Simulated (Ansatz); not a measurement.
**What a change does: single-point calculation on Zr$_{2}$N**

System: Zr$_{2}$N (P4₂/mnm, 12 atoms in the cell).
Method of run A: DFT, PBEsol, plane waves, PAW, Ueff = 5 eV on Zr d, no spin polarisation (Ansatz 0.2.0).

The structure derives from a Materials Project entry. Text and figures count atoms from 1; the logs count them from 0 in places.

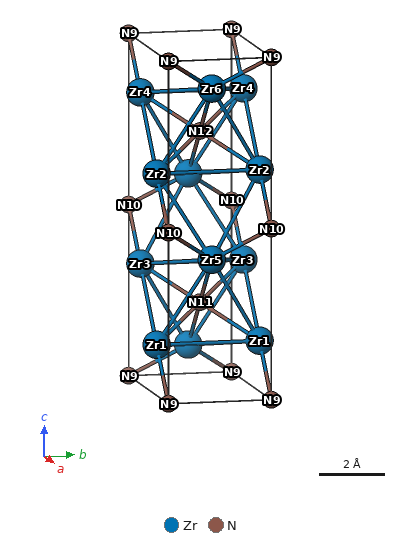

Figure 1. The structure (ball-and-stick view of the cell of the calculation, seen slightly off an axis; atoms are numbered from 1 in the order of the input).

The input, run A:
```yaml
crystal:
  lattice:
    - [0.0, -5.3700488016, 0.0]
    - [0.0, 0.0, -3.2726229804]
    - [10.7400976033, 0.0, 0.0]
  atoms:
    - { symbol: Zr, position: [0.7037476674, 0.0, 0.1481261663] }
    - { symbol: Zr, position: [0.7037476674, 0.0, 0.6481261663] }
    - { symbol: Zr, position: [0.2962523326, 0.0, 0.3518738337] }
    - { symbol: Zr, position: [0.2962523326, 0.0, 0.8518738337] }
    - { symbol: Zr, position: [0.7962523326, 0.5, 0.3981261663] }
    - { symbol: Zr, position: [0.7962523326, 0.5, 0.8981261663] }
    - { symbol: Zr, position: [0.2037476674, 0.5, 0.1018738337] }
    - { symbol: Zr, position: [0.2037476674, 0.5, 0.6018738337] }
    - { symbol: "N", position: [1.0, 0.0, 0.0] }
    - { symbol: "N", position: [1.0, 0.0, 0.5] }
    - { symbol: "N", position: [0.5, 0.5, 0.25] }
    - { symbol: "N", position: [0.5, 0.5, 0.75] }
basis:
  ecutwfc: 420
kpoints:
  mp_grid: { grid: [9, 14, 5] }
hamiltonian:
  xc: pbesol
  hubbard: { sites: [{ species: Zr, l: d, u_eff: 5.0 }], double_counting: fll }
scf:
  occupations: { method: gaussian, width: 0.15 }
output:
  forces: true
  eigenvalues: true
  stress: true
```

Launched with:
```bash
ansatz run input.yaml --threads 2 --pin off --max-ram 5120MiB --backend cpu --events-out ev --progress --plain --runs-dir out
```

Hardware: 2 threads of Arm Neoverse V1, 24 GiB of memory available, shared host.

Output, shortened to warnings, some set-up lines, iterations and results (run A):
```
Basis set: ecut = 420 eV, 3713 PW (Γ), exchange–correlation on 72×48×144 points (8 copies of the dense FFT grid, shifted against one another)
Symmetry: 16 space group operations
k-points: 120 of 630
Initial density: superposition of atomic densities (chi_scale 0.1, normalization cell, long waves of neutral atoms under a Hubbard term (reshape's long-wave potential 0.00 eV rms, cloud 2.46 Å wide))
[...]
SCF iter   1: F=—  HF=-34516.705238 eV  |F-HF|=—  |Δ(HF+E_count)|=         —  Δρ=3.66e-2  dr2=3.31e0  ethr=2.84e-3  ⟨swp⟩=1.0  Hψ=43328  notcnv=0
SCF iter   2: F=—  HF=-34517.182071 eV  |F-HF|=—  |Δ(HF+E_count)|=   4.77e-1  Δρ=2.23e-2  dr2=7.30e-1  ethr=2.84e-3  ⟨swp⟩=2.5  Hψ=13290  notcnv=0  defer=1
SCF iter   3: F=—  HF=-34517.568022 eV  |F-HF|=—  |Δ(HF+E_count)|=   3.86e-1  Δρ=6.36e-3  dr2=9.03e-2  ethr=6.29e-4  ⟨swp⟩=2.0  Hψ=13162  notcnv=0  defer=599
SCF iter   4: F=—  HF=-34517.581445 eV  |F-HF|=—  |Δ(HF+E_count)|=   1.34e-2  Δρ=1.76e-3  dr2=8.45e-3  ethr=7.78e-5  ⟨swp⟩=2.0  Hψ=10932  notcnv=0  defer=599
SCF iter   5: F=—  HF=-34517.581144 eV  |F-HF|=—  |Δ(HF+E_count)|=   3.00e-4  Δρ=3.89e-4  dr2=2.04e-4  ethr=7.29e-6  ⟨swp⟩=2.0  Hψ=10240  notcnv=0  defer=602
SCF iter   6: F=—  HF=-34517.581278 eV  |F-HF|=—  |Δ(HF+E_count)|=   1.33e-4  Δρ=1.00e-4  dr2=2.16e-5  ethr=1.76e-7  ⟨swp⟩=2.5  Hψ=13385  notcnv=0  defer=602
SCF iter   7: F=—  HF=-34517.581276 eV  |F-HF|=—  |Δ(HF+E_count)|=   1.29e-6  Δρ=2.81e-5  dr2=2.07e-6  ethr=1.86e-8  ⟨swp⟩=2.0  Hψ=11067  notcnv=0  defer=606
SCF iter   8: F=-34517.581276 eV  HF=-34517.581276 eV  |F-HF|=1.58e-8  |Δ(HF+E_count)|=   1.57e-7  Δρ=8.03e-6  dr2=9.47e-8  ethr=8.62e-11  ⟨swp⟩=9.8  Hψ=41587  notcnv=0
SCF 1 converged in 8 iterations: F = -34517.581276 eV  dr2 = 9.47e-8
SCF converged after 8 iterations
Free energy (F): -34517.581276 eV
Harris-Foulkes:  -34517.581276 eV  (|F-HF|=1.58e-8)
Internal energy: -34517.515504 eV  (E = F + TS)
E sigma→0 (E₀):  -34517.548390 eV
Entropy (-TS):   -0.065772 eV (-5.481 meV/atom)
Fermi energy:    16.064640 eV
--- Per-component energies (eV) ---
  E_band       = -514.726514
  E_kinetic    = 3206.480610
  E_local      = -5378.139765  (includes V_loc(G=0)·N_el)
  E_nonlocal   = 821.362480
  E_hartree    = 1689.142462
  E_xc         = -1533.912252
  E_vxc        = -1842.713339  (∫ρ·V_xc dr)
  E_hubbard    = 41.410381  (on-site DFT+U / exact-exchange correction)
  E_vhub       = 24.076343  (the Hubbard potential's part of the band-sum identity)
  E_paw        = -23686.553645  (= ΣΔE_a)
  E_vpaw       = -724.078067  (= ΣTr[D̂ρ^β])
  E_aug_tail   = 0.000544  (compensation charges beyond the density's cutoff)
  E_ewald      = -9678.744478
  E_core_change = 1.438159  (= ΣΔE_core)
  E_smearing   = -0.065772  (= −TS)
  E_closure    = 0.000000  (closes the sum)
  Σ components = -34517.581276   (vs F -34517.581276, Δ=0.00e0)
--- Forces (eV/Å), atoms counted from 1 ---
  atom   1  Zr    -0.01919407    -0.01983747     0.00000000
  atom   2  Zr    -0.01919407    -0.01983747     0.00000000
  atom   3  Zr     0.01919407     0.01983747    -0.00000000
  atom   4  Zr     0.01919407     0.01983747    -0.00000000
  atom   5  Zr    -0.01919407     0.01983747     0.00000000
  atom   6  Zr    -0.01919407     0.01983747     0.00000000
  atom   7  Zr     0.01919407    -0.01983747    -0.00000000
  atom   8  Zr     0.01919407    -0.01983747     0.00000000
  atom   9  N      0.00000000    -0.00000000     0.00000000
  atom  10  N      0.00000000    -0.00000000     0.00000000
  atom  11  N      0.00000000     0.00000000     0.00000000
  atom  12  N      0.00000000     0.00000000     0.00000000
  max |Σ_I F_I| component: 1.73e-17 eV/Å
--- Stress (GPa, compression-positive) ---
        6.122822       0.000000       0.000000
        0.000000       6.133451      -0.000000
        0.000000       0.000000       5.566435
  P = ⅓ Tr σ = 5.9409 GPa (59.409 kbar)
Occupation matrices written to [file]
```

For run B the input was changed thus:
```diff
-  hubbard: { sites: [{ species: Zr, l: d, u_eff: 5.0 }], double_counting: fll }
+  write_density: true
+  write_potential: true
+  elf: true
+  volumetric_format: npy
```

How does run B compare with run A?

The total energies belong to different models, so their difference says nothing on which is more stable or more accurate. The pressure goes from 5.94 to −0.05 GPa. The SCF takes 7 iterations against 8. The two runs start from different initial densities, which also moves the count.

Output, shortened to warnings, some set-up lines, iterations and results (run B):
```
Basis set: ecut = 420 eV, 3713 PW (Γ), exchange–correlation on 72×48×144 points (8 copies of the dense FFT grid, shifted against one another)
Symmetry: 16 space group operations
k-points: 120 of 630
Initial density: superposition of atomic densities (neutral atoms: chi_scale 0, normalization atom), corrected by the library's trained network
[...]
SCF iter   1: F=—  HF=-34559.583740 eV  |F-HF|=—  |Δ(HF+E_count)|=         —  Δρ=6.70e-3  dr2=5.14e-2  ethr=1.77e-3  ⟨swp⟩=5.5  Hψ=32452  notcnv=0
SCF iter   2: F=—  HF=-34559.576000 eV  |F-HF|=—  |Δ(HF+E_count)|=   7.74e-3  Δρ=4.07e-3  dr2=1.97e-2  ethr=4.43e-5  ⟨swp⟩=1.2  Hψ=9815  notcnv=0
SCF iter   3: F=—  HF=-34559.572847 eV  |F-HF|=—  |Δ(HF+E_count)|=   3.15e-3  Δρ=8.40e-4  dr2=1.31e-3  ethr=1.70e-5  ⟨swp⟩=3.0  Hψ=14445  notcnv=0
SCF iter   4: F=—  HF=-34559.572592 eV  |F-HF|=—  |Δ(HF+E_count)|=   2.55e-4  Δρ=2.77e-4  dr2=1.55e-4  ethr=1.13e-6  ⟨swp⟩=2.0  Hψ=10559  notcnv=0
SCF iter   5: F=—  HF=-34559.572564 eV  |F-HF|=—  |Δ(HF+E_count)|=   2.79e-5  Δρ=6.96e-5  dr2=1.20e-5  ethr=1.33e-7  ⟨swp⟩=2.0  Hψ=8879  notcnv=0
SCF iter   6: F=—  HF=-34559.572441 eV  |F-HF|=—  |Δ(HF+E_count)|=   1.23e-4  Δρ=1.42e-5  dr2=5.25e-7  ethr=1.03e-8  ⟨swp⟩=2.0  Hψ=10414  notcnv=0
SCF iter   7: F=-34559.572441 eV  HF=-34559.572441 eV  |F-HF|=1.29e-8  |Δ(HF+E_count)|=   1.47e-7  Δρ=2.69e-6  dr2=2.18e-8  ethr=8.62e-11  ⟨swp⟩=13.3  Hψ=53712  notcnv=0
SCF 1 converged in 7 iterations: F = -34559.572441 eV  dr2 = 2.18e-8
SCF converged after 7 iterations
Free energy (F): -34559.572441 eV
Harris-Foulkes:  -34559.572441 eV  (|F-HF|=1.29e-8)
Internal energy: -34559.507863 eV  (E = F + TS)
E sigma→0 (E₀):  -34559.540152 eV
Entropy (-TS):   -0.064578 eV (-5.381 meV/atom)
Fermi energy:    15.243785 eV
--- Per-component energies (eV) ---
  E_band       = -533.301348
  E_kinetic    = 3205.010787
  E_local      = -5388.273576  (includes V_loc(G=0)·N_el)
  E_nonlocal   = 826.389075
  E_hartree    = 1695.151669
  E_xc         = -1532.426599
  E_vxc        = -1840.982338  (∫ρ·V_xc dr)
  E_paw        = -23688.053441  (= ΣΔE_a)
  E_vpaw       = -725.752386  (= ΣTr[D̂ρ^β])
  E_aug_tail   = 0.000541  (compensation charges beyond the density's cutoff)
  E_ewald      = -9678.744478
  E_core_change = 1.438159  (= ΣΔE_core)
  E_smearing   = -0.064578  (= −TS)
  E_closure    = 0.000000  (closes the sum)
  Σ components = -34559.572441   (vs F -34559.572441, Δ=0.00e0)
--- Forces (eV/Å), atoms counted from 1 ---
  atom   1  Zr    -0.00952638    -0.00842699     0.00000000
  atom   2  Zr    -0.00952638    -0.00842699    -0.00000000
  atom   3  Zr     0.00952638     0.00842699     0.00000000
  atom   4  Zr     0.00952638     0.00842699     0.00000000
  atom   5  Zr    -0.00952638     0.00842699     0.00000000
  atom   6  Zr    -0.00952638     0.00842699     0.00000000
  atom   7  Zr     0.00952638    -0.00842699     0.00000000
  atom   8  Zr     0.00952638    -0.00842699     0.00000000
  atom   9  N     -0.00000000     0.00000000    -0.00000000
  atom  10  N     -0.00000000     0.00000000    -0.00000000
  atom  11  N      0.00000000     0.00000000     0.00000000
  atom  12  N      0.00000000     0.00000000     0.00000000
  max |Σ_I F_I| component: 5.20e-18 eV/Å
--- Stress (GPa, compression-positive) ---
       -0.125810       0.000000       0.000000
        0.000000      -0.115790       0.000000
        0.000000       0.000000       0.083299
  P = ⅓ Tr σ = -0.0528 GPa (-0.528 kbar)
```

The two runs side by side:

```tsv
quantity	run A	run B
outcome	converged	converged
free energy per atom (eV)	−2876.4651	−2879.9644
energy per atom, smearing taken to zero (eV)	−2876.4624	−2879.9617
gap on the mesh (eV)	0.00	0.00
pressure (GPa)	5.94	−0.05
largest force (eV/Å)	0.028	0.013
SCF iterations	8	7
irreducible k-points	120	120
plane waves at Γ	3713	3713
wall time (shared host)	80 s	65 s
```

For run A: The cell is under a pressure of 5.9 GPa at this level, so it is not at its equilibrium volume.
